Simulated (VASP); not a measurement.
# Cs2SnI6: geometry relaxation (part 2 of 3)

The same run, continued: Cs2SnI6 (Fm-3m, 9 atoms in the cell); Kohn-Sham DFT of a periodic cell, PBEsol, VASP PAW PBE potentials, recommended, no spin polarisation (VASP 6.6.1); cutoff 600 eV, 6×6×6 k-mesh, Gaussian smearing of 0.03 eV. The structure derives from an entry of the Crystallography Open Database.

Geometry of the input (Å; fractional positions):
```
0.0000  5.8138  5.8138
5.8138  0.0000  5.8138
5.8138  5.8138  0.0000
Cs 0.2500  0.2500  0.2500
Cs 0.7500  0.7500  0.7500
Sn 0.0000  0.0000  0.0000
I  0.7546  0.2454  0.2454
I  0.2454  0.7546  0.2454
I  0.2454  0.7546  0.7546
I  0.7546  0.2454  0.7546
I  0.2454  0.2454  0.7546
I  0.7546  0.7546  0.2454
```

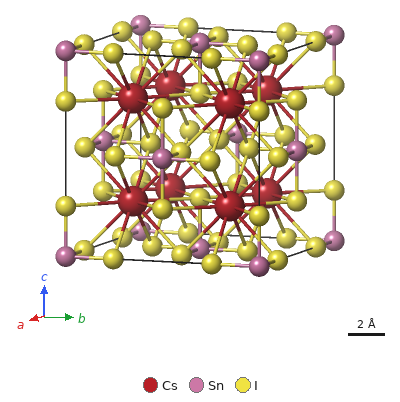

Figure 1. The starting structure (ball-and-stick view of the cell 4 times as large as that of the calculation, set on its symmetry axes, seen slightly off an axis). An atom can appear more than once, as a periodic image.

Parts of OUTCAR, continued:
```
   k-points           NKPTS =     16   k-points in BZ     NKDIM =     16   number of bands    NBANDS=     44
   number of dos      NEDOS =    301   number of ions     NIONS =      9
   total plane-waves  NPLWV = 343000
   dimension x,y,z NGX =    70 NGY =   70 NGZ =   70
   dimension x,y,z NGXF=   140 NGYF=  140 NGZF=  140
   ions per type =               2   1   6
   NGX,Y,Z   is equivalent  to a cutoff of  14.15, 14.15, 14.15 a.u.
   NGXF,Y,Z  is equivalent  to a cutoff of  28.31, 28.31, 28.31 a.u.
 SYSTEM =  Cs2SnI6
   PREC   = accura    normal or accurate (medium, high low for compatibility)
   ISTART =      0    job   : 0-new  1-cont  2-samecut
   ICHARG =      2    charge: 1-file 2-atom 10-const
   ISPIN  =      1    spin polarized calculation?
   LNONCOLLINEAR =      F non collinear calculations
   LSORBIT =      F    spin-orbit coupling
   LASPH  =      T    aspherical Exc in radial PAW
   ENCUT  =  600.0 eV  44.10 Ry    6.64 a.u.  16.42 16.42 16.42*2*pi/ulx,y,z
   NELM   =     80;   NELMIN=  2; NELMDL= -5     # of ELM steps
   EDIFF  = 0.1E-05   stopping-criterion for ELM
   LREAL  =      F    real-space projection
   EDIFFG = -.1E-01   stopping-criterion for IOM
   NSW    =     90    number of steps for IOM
   IBRION =      2    ionic relax: 0-MD 1-quasi-New 2-CG
   NFREE  =      1    steps in history (QN), initial steepest desc. (CG)
   ISIF   =      3    stress and relaxation
   ISYM   =      2    0-nonsym 1-usesym 2-fastsym
   POTIM  = 0.5000    time-step for ionic-motion
   TEBEG  =    0.0;   TEEND  =   0.0 temperature during run
   PSTRESS=    0.0 pullay stress
   NELECT =      74.0000    total number of electrons
   NUPDOWN=      -1.0000    fix difference up-down
   EMIN   =  10.00;   EMAX   =-10.00  energy-range for DOS
   EFERMI =   0.00;   METHOD = LEGACY
   ISMEAR =     0;   SIGMA  =   0.03  broadening in eV -4-tet -1-fermi 0-gaus
   EFERMI_NEDOS =   21; number of points for ismear=-14 and -15
   IALGO  =     38    algorithm
   IMIX   =      4    mixing-type and parameters
     AMIX     =   0.40;   BMIX     =  1.00
     AMIX_MAG =   1.60;   BMIX_MAG =  1.00
  volume/ion in A,a.u.               =      43.67       294.69
  Fermi-wavevector in a.u.,A,eV,Ry     =   0.938315  1.773158 11.979046  0.880435
  Thomas-Fermi vector in A             =   2.065514
   LORBIT       =      0    0 simple, 1 ext, 2 COOP (PROOUT), +10 PAW based schemes
   GGA     = PS    functional components
   LHFCALC =     F    Hartree Fock is set to
   AEXX    =    0.0000 exact exchange contribution
   IVDW    =     0    specifies the selected vdW correction
   LEPSILON=     F    determine dielectric tensor
   LRPA    =     F    only Hartree local field effects (RPA)
 conjugate gradient relaxation of ions
 non-spin polarized calculation
 Gauss-broadening in eV      SIGMA  =   0.03
  energy-cutoff  :      600.00
  volume of cell :      393.02
 maximum number of plane-waves:     13323
 NGX is ok and might be reduce to    70
   NGX = 33   NGY = 33   NGZ = 33

--------------------------------------- Ionic step        1  -------------------------------------------

 number of electron      73.9999996 magnetization

 Free energy of the ion-electron system (eV)
  ---------------------------------------------------
  ext. energy  EPLUGINS =         0.00000000
  ---------------------------------------------------
  free energy    TOTEN  =       -24.86777578 eV

  energy without entropy =      -24.86773247  energy(sigma->0) =      -24.86775413

------------------------ aborting loop because EDIFF is reached ----------------------------------------

  FORCE on cell =-STRESS in cart. coord.  units (eV):
  Direction    XX          YY          ZZ          XY          YZ          ZX
  --------------------------------------------------------------------------------------
  -------------------------------------------------------------------------------------
  Total        0.2423908      0.2423908      0.2423908      0.0000000      0.0000000      0.0000000
  in kB        0.9881352      0.9881352      0.9881352      0.0000000      0.0000000      0.0000000
  external PRESSURE =       0.9881352 kB  Pullay stress =       0.0000000 kB

 VOLUME and BASIS-vectors are now :
 -----------------------------------------------------------------------------
  energy-cutoff  :      600.00
  volume of cell :      393.02
      direct lattice vectors                 reciprocal lattice vectors
     0.000000000  5.813800000  5.813800000    -0.086002270  0.086002270  0.086002270
     5.813800000  0.000000000  5.813800000     0.086002270 -0.086002270  0.086002270
     5.813800000  5.813800000  0.000000000     0.086002270  0.086002270 -0.086002270

 POSITION                                       TOTAL-FORCE (eV/Angst)
 -----------------------------------------------------------------------------------
      2.90690      2.90690      2.90690        -0.000000     -0.000000      0.000000
      8.72070      8.72070      8.72070         0.000000      0.000000      0.000000
      0.00000      0.00000      0.00000         0.000000     -0.000000      0.000000
      2.85295      5.81380      5.81380         0.134807     -0.000000      0.000000
      5.81380      2.85295      5.81380         0.000000      0.134807      0.000000
      8.77465      5.81380      5.81380        -0.134807     -0.000000      0.000000
      5.81380      8.77465      5.81380         0.000000     -0.134807      0.000000
      5.81380      5.81380      2.85295         0.000000     -0.000000      0.134807
      5.81380      5.81380      8.77465         0.000000     -0.000000     -0.134807
 -----------------------------------------------------------------------------------
    total drift:                               -0.000000      0.000000      0.000000

  FREE ENERGIE OF THE ION-ELECTRON SYSTEM (eV)
  ---------------------------------------------------
  free  energy   TOTEN  =       -24.8677757816 eV

  energy  without entropy=      -24.8677324738  energy(sigma->0) =      -24.86775413

--------------------------------------- Ionic step        2  -------------------------------------------

 number of electron      73.9999995 magnetization

------------------------ aborting loop because EDIFF is reached ----------------------------------------

  FORCE on cell =-STRESS in cart. coord.  units (eV):
  Direction    XX          YY          ZZ          XY          YZ          ZX
  --------------------------------------------------------------------------------------
  -------------------------------------------------------------------------------------
  Total       -0.1776930     -0.1776930     -0.1776930      0.0000000     -0.0000000     -0.0000000
  in kB       -0.7215708     -0.7215708     -0.7215708      0.0000000     -0.0000000     -0.0000000
  external PRESSURE =      -0.7215708 kB  Pullay stress =       0.0000000 kB

 VOLUME and BASIS-vectors are now :
 -----------------------------------------------------------------------------
  energy-cutoff  :      600.00
  volume of cell :      394.55
      direct lattice vectors                 reciprocal lattice vectors
     0.000000000  5.821353789  5.821353789    -0.085890674  0.085890674  0.085890674
     5.821353789  0.000000000  5.821353789     0.085890674 -0.085890674  0.085890674
     5.821353789  5.821353789 -0.000000000     0.085890674  0.085890674 -0.085890674

 POSITION                                       TOTAL-FORCE (eV/Angst)
 -----------------------------------------------------------------------------------
      2.91068      2.91068      2.91068        -0.000000     -0.000000      0.000000
      8.73203      8.73203      8.73203         0.000000     -0.000000     -0.000000
      5.82135      5.82135     -0.00000         0.000000     -0.000000      0.000000
      2.86317      5.82135      5.82135         0.068576     -0.000000     -0.000000
      5.82135      2.86317      5.82135         0.000000      0.068576     -0.000000
      8.77954      5.82135      5.82135        -0.068576     -0.000000      0.000000
      5.82135      8.77954      5.82135         0.000000     -0.068576      0.000000
      5.82135      5.82135      2.86317         0.000000     -0.000000      0.068576
      5.82135      5.82135      8.77954         0.000000     -0.000000     -0.068576
 -----------------------------------------------------------------------------------
    total drift:                                0.000000      0.000000      0.000000

  FREE ENERGIE OF THE ION-ELECTRON SYSTEM (eV)
  ---------------------------------------------------
  free  energy   TOTEN  =       -24.8718363132 eV

  energy  without entropy=      -24.8716498272  energy(sigma->0) =      -24.87174307

--------------------------------------- Ionic step        3  -------------------------------------------

 number of electron      73.9999995 magnetization

------------------------ aborting loop because EDIFF is reached ----------------------------------------

  FORCE on cell =-STRESS in cart. coord.  units (eV):
  Direction    XX          YY          ZZ          XY          YZ          ZX
  --------------------------------------------------------------------------------------
  -------------------------------------------------------------------------------------
  Total       -0.3818463     -0.3818463     -0.3818463      0.0000000      0.0000000      0.0000000
  in kB       -1.5475391     -1.5475391     -1.5475391      0.0000000      0.0000000      0.0000000
  external PRESSURE =      -1.5475391 kB  Pullay stress =       0.0000000 kB

 VOLUME and BASIS-vectors are now :
 -----------------------------------------------------------------------------
  energy-cutoff  :      600.00
  volume of cell :      395.33
      direct lattice vectors                 reciprocal lattice vectors
     0.000000000  5.825177619  5.825177619    -0.085834293  0.085834293  0.085834293
     5.825177619  0.000000000  5.825177619     0.085834293 -0.085834293  0.085834293
     5.825177619  5.825177619 -0.000000000     0.085834293  0.085834293 -0.085834293

 POSITION                                       TOTAL-FORCE (eV/Angst)
 -----------------------------------------------------------------------------------
      2.91259      2.91259      2.91259         0.000000      0.000000      0.000000
      8.73777      8.73777      8.73777        -0.000000     -0.000000     -0.000000
      0.00000      0.00000      0.00000        -0.000000      0.000000     -0.000000
      2.86834      5.82518      5.82518         0.037279      0.000000     -0.000000
      5.82518      2.86834      5.82518        -0.000000      0.037279     -0.000000
      8.78201      5.82518      5.82518        -0.037279      0.000000      0.000000
      5.82518      8.78201      5.82518        -0.000000     -0.037279      0.000000
      5.82518      5.82518      2.86834        -0.000000      0.000000      0.037279
      5.82518      5.82518      8.78201        -0.000000      0.000000     -0.037279
 -----------------------------------------------------------------------------------
    total drift:                               -0.000000     -0.000000      0.000000

  FREE ENERGIE OF THE ION-ELECTRON SYSTEM (eV)
  ---------------------------------------------------
  free  energy   TOTEN  =       -24.8723236636 eV

  energy  without entropy=      -24.8720415245  energy(sigma->0) =      -24.87218259

--------------------------------------- Ionic step        4  -------------------------------------------

 number of electron      73.9999995 magnetization

------------------------ aborting loop because EDIFF is reached ----------------------------------------

  FORCE on cell =-STRESS in cart. coord.  units (eV):
  Direction    XX          YY          ZZ          XY          YZ          ZX
  --------------------------------------------------------------------------------------
  -------------------------------------------------------------------------------------
  Total       -0.3060033     -0.3060033     -0.3060033     -0.0000000      0.0000000     -0.0000000
  in kB       -1.2461842     -1.2461842     -1.2461842     -0.0000000      0.0000000     -0.0000000
  external PRESSURE =      -1.2461842 kB  Pullay stress =       0.0000000 kB

 VOLUME and BASIS-vectors are now :
 -----------------------------------------------------------------------------
  energy-cutoff  :      600.00
  volume of cell :      393.42
      direct lattice vectors                 reciprocal lattice vectors
     0.000000000  5.815782564  5.815782564    -0.085972953  0.085972953  0.085972953
     5.815782564  0.000000000  5.815782564     0.085972953 -0.085972953  0.085972953
     5.815782564  5.815782564 -0.000000000     0.085972953  0.085972953 -0.085972953

 POSITION                                       TOTAL-FORCE (eV/Angst)
 -----------------------------------------------------------------------------------
      2.90789      2.90789      2.90789         0.000000      0.000000     -0.000000
      8.72367      8.72367      8.72367         0.000000     -0.000000      0.000000
      5.81578      5.81578     -0.00000         0.000000      0.000000      0.000000
      2.86890      5.81578      5.81578         0.031148      0.000000     -0.000000
      5.81578      2.86890      5.81578         0.000000      0.031148     -0.000000
      8.76267      5.81578      5.81578        -0.031148      0.000000      0.000000
      5.81578      8.76267      5.81578         0.000000     -0.031148      0.000000
      5.81578      5.81578      2.86890         0.000000      0.000000      0.031148
      5.81578      5.81578      8.76267         0.000000      0.000000     -0.031148
 -----------------------------------------------------------------------------------
    total drift:                               -0.000000     -0.000000     -0.000000

  FREE ENERGIE OF THE ION-ELECTRON SYSTEM (eV)
  ---------------------------------------------------
  free  energy   TOTEN  =       -24.8750384079 eV

  energy  without entropy=      -24.8746840971  energy(sigma->0) =      -24.87486125

--------------------------------------- Ionic step        5  -------------------------------------------

 number of electron      73.9999998 magnetization
```
